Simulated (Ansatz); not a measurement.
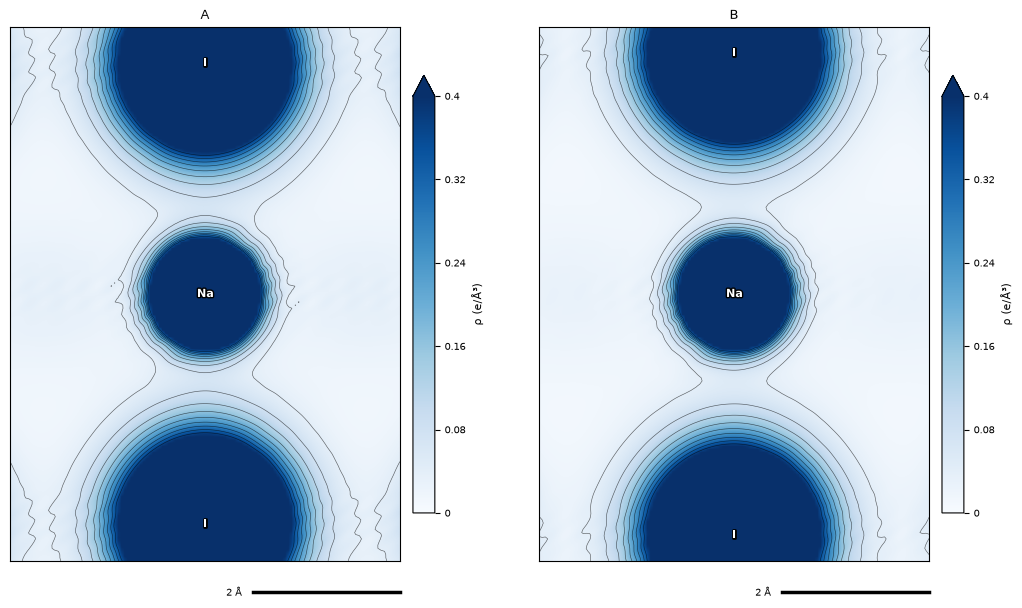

NaI. The valence electron density of two cells that differ in size and shape, on the (011̄) plane of each (indices in the axes of the calculation cell), at one length scale and on one colour scale: B has 34.9 Å³ an atom and A 30.9.

These are results of DFT r2SCAN, scalar-relativistic, plane waves, PAW (Ansatz), not measurements.

Core electrons are frozen (PAW), and the valence fields are smoothed inside the atomic spheres.

> What changes from the larger cell to the smaller?

From the larger cell to the smaller, Na–I goes from 3.28 to 3.14 Å, and the density at its midpoint from 0.12 to 0.15 e/Å³; the pressure goes from −0.5 to 1.8 GPa; the Kohn–Sham gap goes from 4.3 eV to 4.7 eV.
